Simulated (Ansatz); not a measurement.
**Geometry relaxation of PtS2 (part 2 of 2)**

PtS2 (slab, 12 atoms in the cell); DFT PBE+D3(BJ), scalar-relativistic, plane waves, PAW, no spin polarisation (Ansatz 0.2.0); cutoff 420 eV, 3×3×1 k-mesh, Gaussian smearing of 0.05 eV. The structure derives from an entry of the Crystallography Open Database. The input holds or restrains some coordinates. It belongs to a series of runs on one base structure; here: clean slab, lower planes held.

Geometry of the input (Å; fractional positions):
```
7.1666  0.0000  0.0000
-3.5833  6.2065  0.0000
0.0000  0.0000  18.4127
S  0.3333  0.1667  0.4345
S  0.3333  0.6667  0.4345
S  0.8333  0.1667  0.4345
S  0.8333  0.6667  0.4345
Pt 0.0000  0.0000  0.5000
Pt 0.0000  0.5000  0.5000
Pt 0.5000  0.0000  0.5000
Pt 0.5000  0.5000  0.5000
S  0.1667  0.3333  0.5655
S  0.1667  0.8333  0.5655
S  0.6667  0.3333  0.5655
S  0.6667  0.8333  0.5655
```

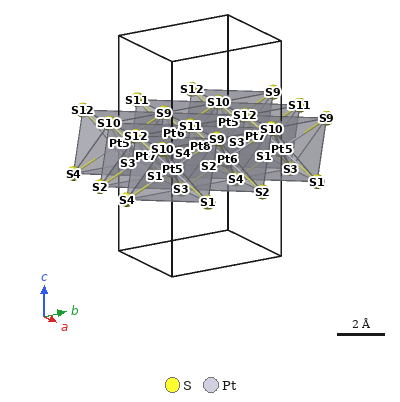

The geometry at step 2 of the log (polyhedral view of the cell of the calculation, with the vacuum cut short, seen slightly off an axis; polyhedra are completed across the faces of the cell; atoms are numbered from 1 in the order of the input).

## Output, continued
```
--- Per-component energies (eV) ---
  E_band       = -2699.859179
  E_kinetic    = 3394.768115
  E_local      = -71145.521284  (includes V_loc(G=0)·N_el)
  E_nonlocal   = 1020.321722
  E_hartree    = 33563.778851
  E_xc         = -1820.987636
  E_vxc        = -1906.779448  (∫ρ·V_xc dr)
  E_paw        = -42615.140524  (= ΣΔE_a)
  E_vpaw       = -1190.181941  (= ΣTr[D̂ρ^β])
  E_aug_tail   = 0.000758  (compensation charges beyond the density's cutoff)
  E_efield     = 0.000000  (sawtooth field / dipole correction)
  E_vefield    = 0.000029  (∫n·V_field dr)
  E_ewald      = 20289.766781
  E_disp       = -3.247890  (pairwise vdW)
  E_smearing   = -0.000000  (= −TS)
  E_closure    = 0.000000  (closes the sum)
  Σ components = -57316.261108   (vs F -57316.261108, Δ=0.00e0)
--- Forces (eV/Å), atoms counted from 1 ---
  atom   1  S      0.00000000    -0.00000000    -0.00061745
  atom   2  S      0.00000000    -0.00000000    -0.00061745
  atom   3  S     -0.00000000     0.00000000    -0.00061745
  atom   4  S      0.00000000     0.00000000    -0.00061745
  atom   5  Pt     0.00000000     0.00000000     0.00059021
  atom   6  Pt     0.00000000    -0.00000000     0.00059021
  atom   7  Pt    -0.00000000     0.00000000     0.00059021
  atom   8  Pt    -0.00000000     0.00000000     0.00059021
  atom   9  S     -0.00000000    -0.00000000     0.00006692
  atom  10  S     -0.00000000    -0.00000000     0.00006692
  atom  11  S      0.00000000     0.00000000     0.00006692
  atom  12  S      0.00000000    -0.00000000     0.00006692
  max |Σ_I F_I| component: 1.59e-4 eV/Å
--- Band table (eV) ---
  k-point 0: bands = ["-100.4644", "-100.4641", "-100.4641", "-100.4641", "-54.7135", "-54.7135", "-54.7135", "-54.6993", "-54.6993", "-54.6993", "-54.6944", "-54.6944", "-54.5714", "-54.5690", "-54.5690", "-54.5690", "-15.9486", "-14.3431", "-14.3431", "-14.3431", "-13.9981", "-13.9981", "-13.9981", "-13.6892", "-8.2523", "-8.2523", "-8.2523", "-7.5115", "-7.5115", "-7.0754", "-6.9001", "-6.9001", "-6.9001", "-5.9173", "-5.9173", "-5.9173", "-5.6958", "-5.6958", "-5.6958", "-4.8031", "-4.8031", "-4.1451", "-4.1451", "-4.1451", "-4.0755", "-4.0755", "-4.0755", "-4.0077", "-4.0077", "-4.0077", "-3.6294", "-3.6294", "-3.6294", "-3.2933", "-3.2933", "-3.2933", "-2.7032", "-2.5934", "-2.2594", "-2.2594", "0.8238", "0.8238", "0.8238", "1.0366", "1.0366", "1.0366", "1.2511", "1.2511", "3.4436", "3.5815", "3.5815", "3.5815"]
  k-point 1: bands = ["-100.4643", "-100.4642", "-100.4641", "-100.4641", "-54.7111", "-54.7111", "-54.7087", "-54.7017", "-54.7017", "-54.6992", "-54.6981", "-54.6956", "-54.5708", "-54.5696", "-54.5690", "-54.5690", "-15.6182", "-14.8249", "-14.3355", "-14.3355", "-14.0225", "-14.0225", "-13.9461", "-13.7763", "-7.7727", "-7.7727", "-7.5249", "-7.4357", "-7.3088", "-7.0088", "-7.0088", "-6.9761", "-6.7867", "-6.5912", "-6.2498", "-6.2498", "-5.8291", "-5.5355", "-5.5355", "-5.4216", "-5.4216", "-5.3666", "-5.0236", "-4.9867", "-4.0710", "-4.0710", "-4.0435", "-3.8840", "-3.8840", "-3.6621", "-3.2079", "-3.2079", "-3.0931", "-2.8500", "-2.4066", "-2.4066", "-2.3655", "-2.2022", "-2.1852", "-1.9839", "0.0913", "0.1714", "0.2225", "0.2225", "0.6531", "0.6531", "0.8819", "0.9179", "3.7483", "4.1346", "4.3322", "4.3322"]
  k-point 2: bands = ["-100.4642", "-100.4642", "-100.4642", "-100.4640", "-54.7079", "-54.7079", "-54.7055", "-54.7055", "-54.7055", "-54.6984", "-54.6984", "-54.6984", "-54.5699", "-54.5699", "-54.5699", "-54.5687", "-15.0455", "-15.0455", "-15.0455", "-14.0604", "-14.0603", "-13.9064", "-13.9064", "-13.9064", "-7.3056", "-7.2116", "-7.2116", "-7.2116", "-7.1344", "-7.1344", "-7.1344", "-7.0568", "-7.0567", "-6.5049", "-6.5049", "-6.5049", "-5.7359", "-5.7359", "-5.7359", "-5.6195", "-5.6195", "-5.6195", "-5.3588", "-5.3587", "-4.4211", "-4.1577", "-4.0167", "-4.0167", "-4.0167", "-2.7483", "-2.7483", "-2.7483", "-2.6797", "-2.6796", "-2.4522", "-2.4522", "-2.4522", "-1.9434", "-1.9434", "-1.9434", "0.1614", "0.1614", "0.1614", "0.1758", "0.1758", "0.1758", "0.2019", "0.2020", "4.8947", "4.8947", "4.8947", "4.9342"]
--- Relaxed structure (3 steps of the walk, 3 accepted, 0 SCFs on fresh bases) ---
  F+E_penalty+E_count = -57316.26110765 eV   max|allowed force component| = 5.902e-4 eV/Å
  atoms:
    - { symbol: S, position: [0.33333333333333337, 0.16666666666666666, 0.4344817015] }
    - { symbol: S, position: [0.33333333333333337, 0.6666666666666666, 0.4344817015] }
    - { symbol: S, position: [0.8333333333333335, 0.16666666666666666, 0.4344817015] }
    - { symbol: S, position: [0.8333333333333335, 0.6666666666666666, 0.4344817015] }
    - { symbol: Pt, position: [7.062988676055658e-35, 1.292958057369711e-36, 0.5006172553964034] }
    - { symbol: Pt, position: [-2.7755575615628914e-17, 0.49999999999999994, 0.5006172553964034] }
    - { symbol: Pt, position: [0.5, -3.167747240555792e-35, 0.5006172553964034] }
    - { symbol: Pt, position: [0.5, 0.49999999999999994, 0.5006172553964034] }
    - { symbol: S, position: [0.16666666666666666, 0.33333333333333337, 0.5667561756832642] }
    - { symbol: S, position: [0.16666666666666663, 0.8333333333333334, 0.5667561756832642] }
    - { symbol: S, position: [0.6666666666666666, 0.33333333333333337, 0.5667561756832642] }
    - { symbol: S, position: [0.6666666666666666, 0.8333333333333334, 0.5667561756832642] }
```

## Trajectory as extended XYZ (Å, eV, eV/Å), 3 frames, from step=1 to step=3
```
12
Lattice="7.1666 0.0000 0.0000 -3.5833 6.2065 0.0000 0.0000 0.0000 18.4127" Properties=species:S:1:pos:R:3:forces:R:3 step=1 energy=-57316.25457
S     1.7917    1.0344    8.0000    0.0000   0.0000  -0.1432
S     0.0000    4.1376    8.0000    0.0000   0.0000  -0.1432
S     5.3750    1.0344    8.0000    0.0000   0.0000  -0.1432
S     3.5833    4.1376    8.0000    0.0000   0.0000  -0.1432
Pt    0.0000    0.0000    9.2064    0.0000   0.0000  -0.0003
Pt   -1.7917    3.1032    9.2064    0.0000   0.0000  -0.0003
Pt    3.5833    0.0000    9.2064    0.0000   0.0000  -0.0003
Pt    1.7917    3.1032    9.2064    0.0000   0.0000  -0.0003
S     0.0000    2.0688   10.4127    0.0000   0.0000   0.1433
S    -1.7917    5.1721   10.4127    0.0000   0.0000   0.1433
S     3.5833    2.0688   10.4127    0.0000   0.0000   0.1433
S     1.7917    5.1721   10.4127    0.0000   0.0000   0.1433
12
Lattice="7.1666 0.0000 0.0000 -3.5833 6.2065 0.0000 0.0000 0.0000 18.4127" Properties=species:S:1:pos:R:3:forces:R:3 step=2 energy=-57316.26055
S     1.7917    1.0344    8.0000    0.0000   0.0000   0.0407
S     0.0000    4.1376    8.0000    0.0000   0.0000   0.0407
S     5.3750    1.0344    8.0000    0.0000   0.0000   0.0407
S     3.5833    4.1376    8.0000    0.0000   0.0000   0.0407
Pt    0.0000    0.0000    9.2210    0.0000   0.0000   0.0015
Pt   -1.7917    3.1032    9.2210    0.0000   0.0000   0.0015
Pt    3.5833    0.0000    9.2210    0.0000   0.0000   0.0015
Pt    1.7917    3.1032    9.2210    0.0000   0.0000   0.0015
S     0.0000    2.0688   10.4423    0.0000   0.0000  -0.0426
S    -1.7917    5.1721   10.4423    0.0000   0.0000  -0.0426
S     3.5833    2.0688   10.4423    0.0000   0.0000  -0.0426
S     1.7917    5.1721   10.4423    0.0000   0.0000  -0.0426
12
Lattice="7.1666 0.0000 0.0000 -3.5833 6.2065 0.0000 0.0000 0.0000 18.4127" Properties=species:S:1:pos:R:3:forces:R:3 step=3 energy=-57316.26111
S     1.7917    1.0344    8.0000    0.0000   0.0000  -0.0006
S     0.0000    4.1376    8.0000    0.0000   0.0000  -0.0006
S     5.3750    1.0344    8.0000    0.0000   0.0000  -0.0006
S     3.5833    4.1376    8.0000    0.0000   0.0000  -0.0006
Pt    0.0000    0.0000    9.2177    0.0000   0.0000   0.0006
Pt   -1.7917    3.1032    9.2177    0.0000   0.0000   0.0006
Pt    3.5833    0.0000    9.2177    0.0000   0.0000   0.0006
Pt    1.7917    3.1032    9.2177    0.0000   0.0000   0.0006
S     0.0000    2.0688   10.4355    0.0000   0.0000   0.0001
S    -1.7917    5.1721   10.4355    0.0000   0.0000   0.0001
S     3.5833    2.0688   10.4355    0.0000   0.0000   0.0001
S     1.7917    5.1721   10.4355    0.0000   0.0000   0.0001
```

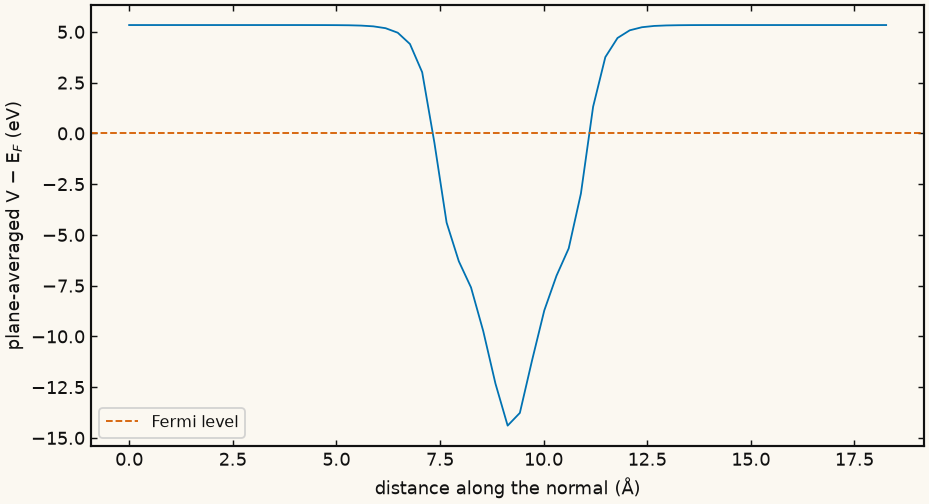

Plane average of the electrostatic potential energy of an electron across the cell, from the Fermi level. The vacuum level lies 5.34 eV above the Fermi level.

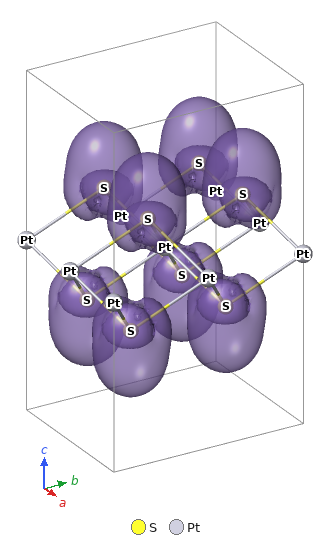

Isosurface of the electron localisation function at 0.75 (purple), seen slightly off an axis. Core shells and regions of very low density are left out. Sticks mark near contacts. Counts are for one cell; the picture repeats the cell along the surface. Profiles from the grid: Pt–S (2.40 Å): the ELF is about 0.45 at the midpoint. The fields are those of the smooth PAW valence density.

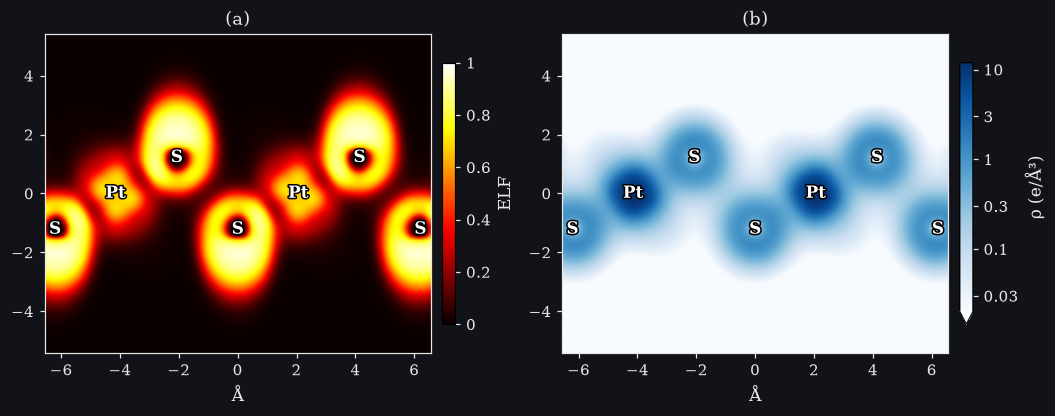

(a) electron localisation function; (b) valence charge density (pseudo) on the (110) plane of the calculation cell, a cut from vacuum to vacuum. Atoms in the plane: S and Pt. Pt–S (2.40 Å): ρ at the midpoint is about 0.66 e/Å³; the ELF is about 0.45 at the midpoint. The density dies away to nearly zero in the vacuum. The strong features right at Pt lie inside the PAW spheres (semicore, d or f shells) and say nothing about bonding.

## Results in brief

```tsv
quantity	value
outcome	converged under the restraints of the input
electrons treated	120
free energy	−57316.2611 eV
work function, top face	5.34 eV
work function, bottom face	5.34 eV
Fermi energy	−0.926 eV
gap on the k-point mesh	2.03 eV
final volume	818.99 Å³
work function (upper face)	5.34 eV
largest force (length of the vector) at the end, held atoms and coordinates included	0.001 eV/Å
wall time	28 s (CPU time 55 s)
peak memory	1 GiB
```

## Remarks

Spin–orbit coupling is left out, which matters for Pt.
